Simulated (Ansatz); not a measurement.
# GaSb, zinc blende: band edges under a change of volume

How fast do the gaps move when the cell is scaled evenly? The geometries come from the semilocal relaxation.

Calculated with Ansatz 0.2.0, HSE06, PAW files of the set soft_1, cutoff 600 eV, Fermi–Dirac smearing 0.02 eV, k-mesh 5×5×5, no spin polarisation, no spin-orbit coupling.

Reference cell, relaxed at zero pressure with PBEsol (F-43m): a = 4.3219 Å, b = 4.3219 Å, c = 4.3219 Å, α = 60.00°, β = 60.00°, γ = 60.00°.

```csv
atom,x,y,z
Sb,0.7500,0.7500,0.7500
Ga,0.0000,0.0000,0.0000
```

Levels are read on the k-mesh and along lines from Γ to X = (0.5, 0, 0.5), L = (0.5, 0.5, 0.5), K = (0.375, 0.375, 0.75) and W = (0.5, 0.25, 0.75) in the reciprocal basis of this cell (the letters only name these points), and count from the highest filled level.

| ln(V/V0) | gap (eV) | direct gap at Γ (eV) | lowest empty at L (eV) |
| --- | --- | --- | --- |
| −0.0619 | 1.212 | 1.390 | 1.212 |
| −0.0408 | 1.155 | 1.212 | 1.155 |
| −0.0202 | 1.039 | 1.039 | 1.099 |
| 0.0000 | 0.872 | 0.872 | 1.046 |
| 0.0198 | 0.710 | 0.710 | 0.995 |
| 0.0583 | 0.401 | 0.401 | 0.898 |

**Question.** Fit the direct gap at Γ and give it at ln(V/V0) = 0.0392, a row left out above.

A straight line through the 6 rows: the means are −0.007467 for ln(V/V0) and 0.9373 for the level, Σ(Δx)² = 0.009361 and ΣΔxΔy = −0.07705, so the slope is −0.07705/0.009361 = −8.2312 and the intercept 0.9373 − (−8.2312)(−0.007467) = 0.8759.

The slope is the volume deformation potential of this gap, −8.23 eV, as a mean over the range. The line gives 0.553 eV. The run itself gives 0.553 eV, so the estimate misses by 0.000 eV; the fitted rows themselves lie up to 0.005 eV off the law.

The lowest empty level changes place along the table: at L at −0.0619, at Γ at −0.0202.

The gap is direct at Γ at ln(V/V0) = −0.0202, 0.0000, 0.0198, 0.0392 and 0.0583 and indirect in the other rows. Spin-orbit coupling, left out here, splits the valence top by 0.1 eV or more with such elements and lowers the gap.

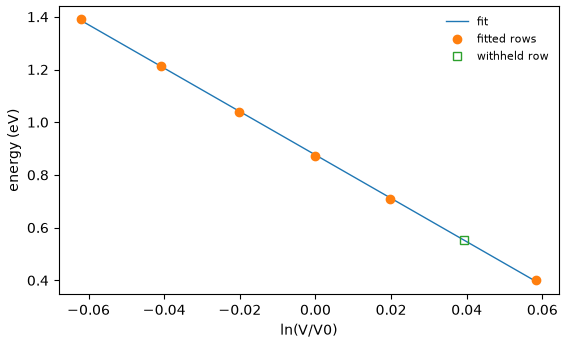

The fitted law, the rows behind it and the withheld row.

[Logs are printed without paths, hosts, clocks, repeated set-up lines and the standing remarks that a program may print on its own settings, such as how far it seeks lower states.]
